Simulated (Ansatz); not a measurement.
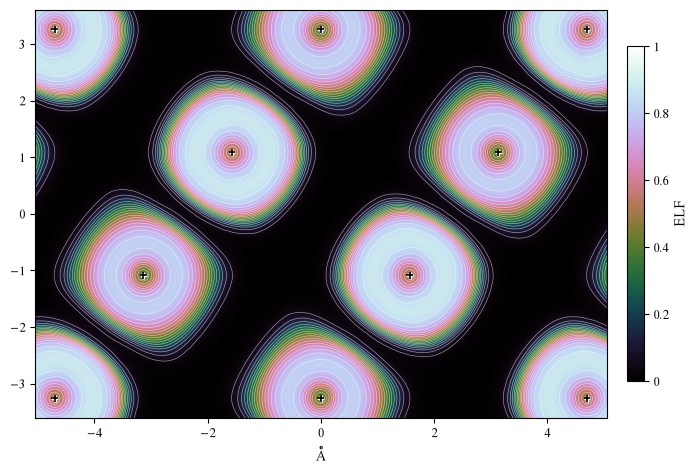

The ELF on a plane through atoms (crosses mark nuclei in the plane).

Level of theory: DFT, PBE, plane waves, PAW in Ansatz.

Candidates:
A. SnSe2, a = 6.81 Å, b = 6.81 Å, c = 6.81 Å, α = 90.00°, β = 90.00°, γ = 90.00°. Space group Fm-3m; started from the fluorite prototype, which need not be the ambient phase.
B. KF, a = 3.76 Å, b = 3.76 Å, c = 9.41 Å, α = 90.00°, β = 90.00°, γ = 120.00°. Space group R-3m; started from the rocksalt prototype, which need not be the ambient phase; changed on purpose from its base cell (shear 111 strain +2.1%).
C. AlP, a = 5.51 Å, b = 5.51 Å, c = 5.51 Å, α = 90.00°, β = 90.00°, γ = 90.00°. Space group F-43m; started from the measured structure prototype, which need not be the ambient phase.

Question: Which system is this?

Answer: Candidate B: KF on the (110) plane of the conventional cell, which holds K and F. K–F (2.68 Å): the ELF is about 0.05 at the midpoint; a closed-shell, largely ionic contact.
